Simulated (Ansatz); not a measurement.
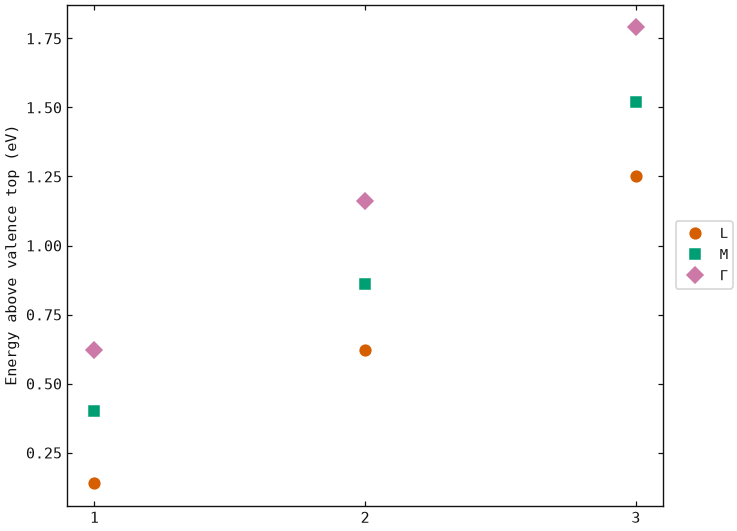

Lowest conduction level at each named k point, counted from the valence-band top at Γ, by several methods on one cell of CdI2-type TiS2, space group P-3m1 (No. 164), 3 atoms in the cell, relaxed with r2SCAN+rVV10; a = 3.411 Å, c = 5.741 Å (hexagonal axes). All runs are without spin-orbit coupling and carry no moments. The names follow the standardised cell of this lattice; in reduced coordinates of the cell that was run, L is (0.5, 0, 0.5) and M is (0.5, 0, 0).

Which column is which method? They are PBE0, r2SCAN and HSE06.

1 is r2SCAN; 2 is HSE06; 3 is PBE0.

```csv
method,program,L (eV),M (eV),Γ (eV)
r2SCAN,Ansatz,0.14,0.40,0.62
HSE06,Ansatz,0.62,0.86,1.16
PBE0,Ansatz,1.25,1.52,1.79
```

Does PBE0 shift these levels rigidly from r2SCAN?

The shifts are +1.11 eV at L, +1.12 eV at M and +1.17 eV at Γ, and at points that aren't plotted +1.17 eV (A), +1.36 eV (K) and +1.36 eV (H): over the named points that both runs hold, a spread of 0.25 eV on a mean of 1.22 eV, so one shift describes them only roughly.

Settings. r2SCAN: Ansatz PAW set, 12×12×4 k mesh, 500 eV cutoff, Fermi-Dirac smearing of 0.02 eV (Ansatz). HSE06: Ansatz PAW set, 6×6×4 k mesh, 420 eV cutoff, Fermi-Dirac smearing of 0.02 eV (Ansatz). PBE0: Ansatz PAW set, 6×6×4 k mesh, 420 eV cutoff, fixed occupations (Ansatz).

These are three of the 5 methods that were run on this cell. The PAW data sets were made with another functional. HSE06 and PBE0: the k mesh is thin for exact exchange. LDA, GGA and most meta-GGA functionals understate gaps. The names follow the standardised cell of this lattice; in reduced coordinates of the cell that was run, A is (0, 0, 0.5), K is (0.333, 0.333, 0) and H is (0.333, 0.333, 0.5).
